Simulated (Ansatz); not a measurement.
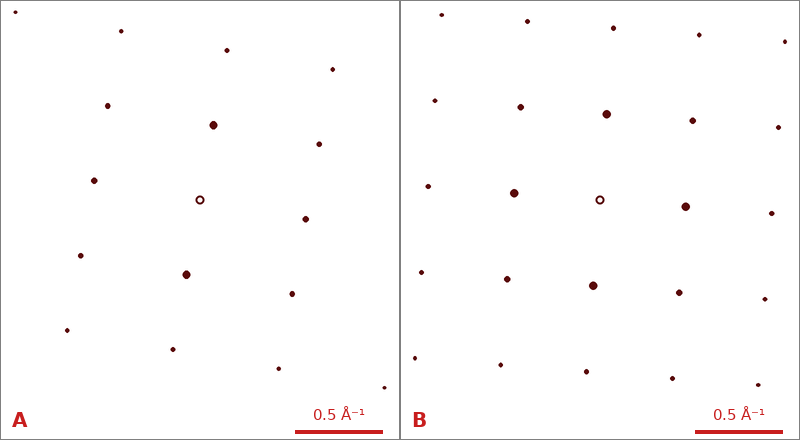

Kinematic electron diffraction patterns (300 kV, B = 0.5 Å², same scale, each along a low-index zone) of two structures of composition Al, each relaxed at zero pressure with DFT PBE, scalar-relativistic, plane waves, PAW in Ansatz.

The structures (standard cells):
1. Im-3m (No. 229), a = 3.235 Å, 2 atoms; generated start, possibly hypothetical
2. Fm-3m (No. 225), a = 4.039 Å, 4 atoms; generated start, possibly hypothetical

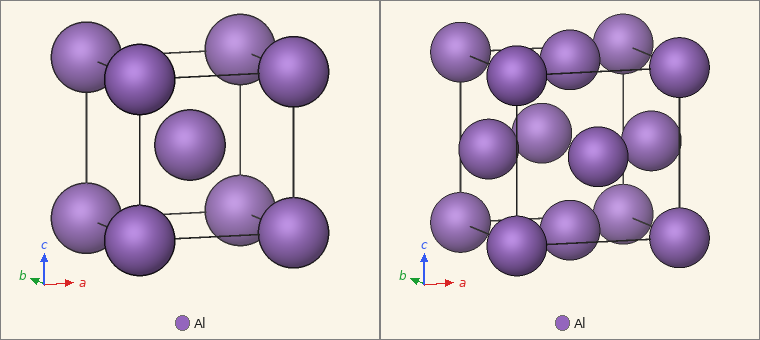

Drawings of the structures 1 to 2, from left to right (each may span several cells).

> Which pattern belongs to which structure, and along which zone?

A is structure 1 along [110] or an equivalent direction: rectangular net of 1 -1 0 at d = 2.29 Å and 0 0 2 at d = 1.62 Å, 90.0° apart. B is structure 2 along [001] or an equivalent direction: square net of 2 0 0 at d = 2.02 Å and 0 2 0 at d = 2.02 Å, 90.0° apart.

> Rank the structures by their computed energy.

Structure 2 (Fm-3m, 16.48 Å³ an atom) is the lowest of these; structure 1 (Im-3m, 16.92 Å³ an atom) lies about 93 meV an atom higher. These are static energies at 0 K; other structures, not shown, may lie lower still.
